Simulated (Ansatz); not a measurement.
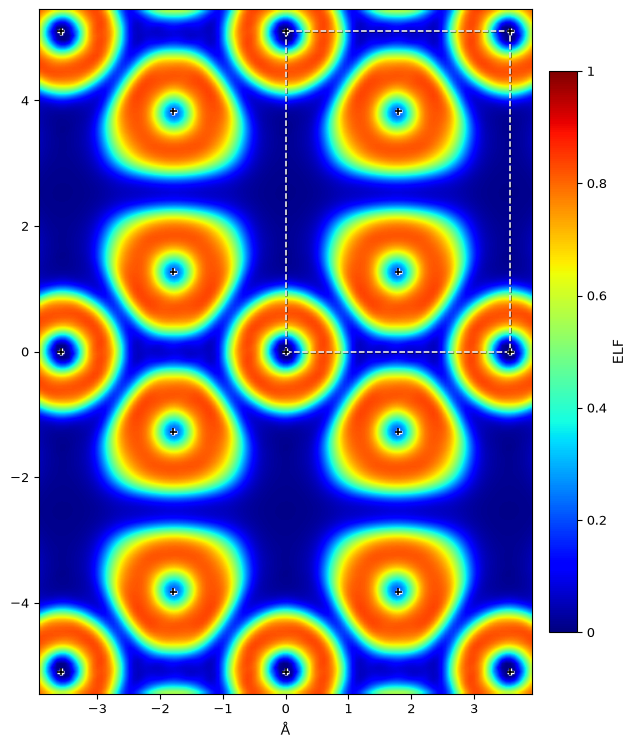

The electron localisation function on a plane through atoms (crosses mark nuclei in the plane).

Method: Ansatz 0.2.0, DFT, r2SCAN, PAW with Ansatz's default frozen-core files, scalar-relativistic; relaxation of cell and atoms.

Candidates:
A. MgO, a = 3.00 Å, b = 3.00 Å, c = 4.18 Å, α = 90.00°, β = 90.00°, γ = 90.00°. Space group I4/mmm; changed on purpose from its base cell (in-plane strain +0.01, out-of-plane length and atoms relaxed by PAW); computed pressure about −2 GPa in this cell.
B. ZrO2, a = 3.58 Å, b = 3.58 Å, c = 5.10 Å, α = 90.00°, β = 90.00°, γ = 90.00°. Space group I4/mmm; changed on purpose from its base cell (in-plane strain -0.005, out-of-plane length and atoms relaxed by PAW); computed pressure about 2 GPa in this cell.

Which system is this?

Candidate B: ZrO2 on the (100) plane of the conventional cell, which holds Zr and O. Zr–O (2.20 Å): the ELF peaks at about 0.85 in the valence shell of O, 0.6 Å from its nucleus, and drops to about 0.20 between the two atoms; no localised pair shows between them.
